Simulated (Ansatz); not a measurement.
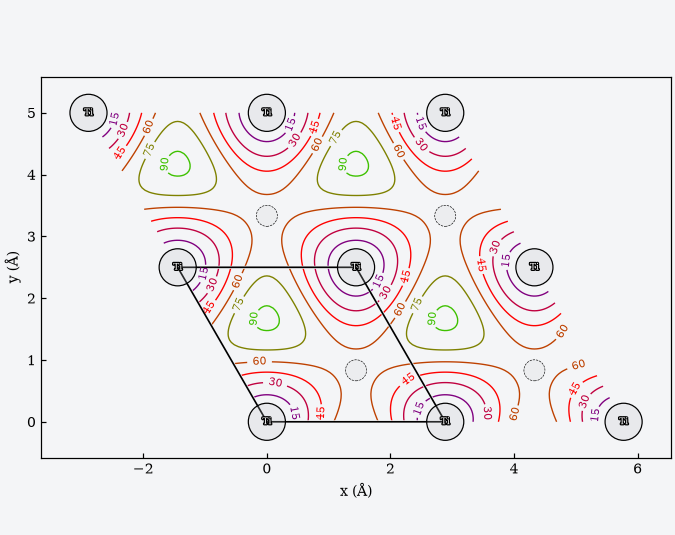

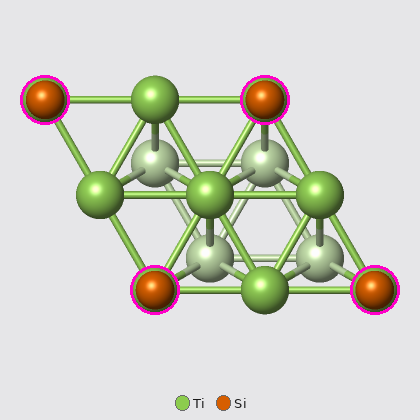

Energy landscape of Si on a Ti(001) slab cut from the P6_3/mmc phase, its upper half relaxed before the scan (20 atoms of substrate and one adsorbate in a 2 × 2 cell). 
- Si is moved over the surface cell at a fixed height above a rigid substrate; the origin of the map has the adsorbate above Ti17; the height is held at 3.40 Å.
- Places are given modulo a cell vector. The map is drawn in real space over the plane of the surface.
- Grid: 6 × 6 points; 10 points were computed and 26 follow by symmetry.
- Places are given in fractions of the 1 × 1 surface cell.
- Energies are in meV, from the lowest grid point.
- The runs have no spin polarisation, so an open-shell adsorbate far from the surface lies too high. At a fixed height the lowest place need not be the adsorption site.
- Computed with DFT PBE+D3(BJ), scalar-relativistic, plane waves, PAW in Ansatz. Settings: cutoff 420 eV, k-mesh 6×6×1, gaussian smearing 0.1 eV, no spin polarisation.

Drawn: contour lines labelled in meV, labelled circles for the atoms of the top layer and small ones for the second layer, the outline of one cell of the 2 × 2 shown. Between grid points the surface is interpolated. The second picture is the structure at the lowest point; rings mark the moved atoms.

### Summarise what can be read from the map.

The lowest grid point is at the top site over a surface Ti atom, (0/6, 0/6) of the cell vectors. The highest grid point, a threefold hollow, (2/6, 4/6) of the cell vectors, lies 92 meV above the lowest. On the interpolated surface the easiest way out of the lowest well to its copy in the next cell or period passes a barrier of about 63 meV. At the lowest point the adsorbate has 1 Ti at 3.40 Å as nearest neighbours, at the highest 3 Ti at 3.79 Å.

The whole map (10 points run) took 24 min on 4 threads of Arm Neoverse V2 (shared host).

PAW datasets: the set soft_1.
